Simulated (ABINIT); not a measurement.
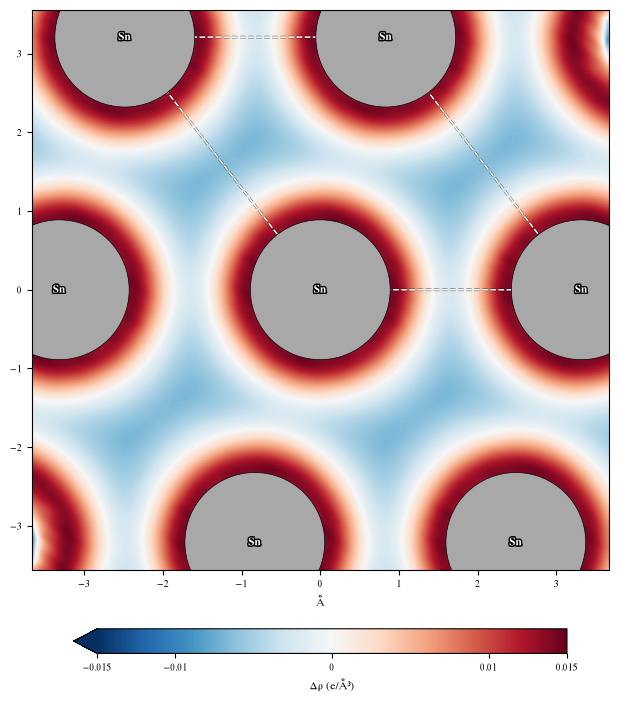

Sn. Difference of the valence pseudo-densities of two functionals at the same geometry, on the (101̄) plane of the calculation cell: BLYP less REVPBE.

Space group I4/mmm; a structure from a database of computed crystals, not necessarily the ambient phase.

Both computed with ABINIT (plane waves, PAW), on the same k-point mesh. Grey discs cover the atomic cores.

```yaml
crystal:
  lattice:
    - [-2.02919, 2.02919, 1.66076]
    - [2.02919, -2.02919, 1.66076]
    - [2.02919, 2.02919, -1.66076]
  atoms:
    - { symbol: Sn, position: [0.00000, 0.00000, 0.00000] }
```

**What does the difference map show?**

Against REVPBE, BLYP gives more density around Sn (+0.012 e/Å³ on average at 1.0 Å from the nucleus) and less density in the space between the atoms (−0.004 e/Å³ on average).
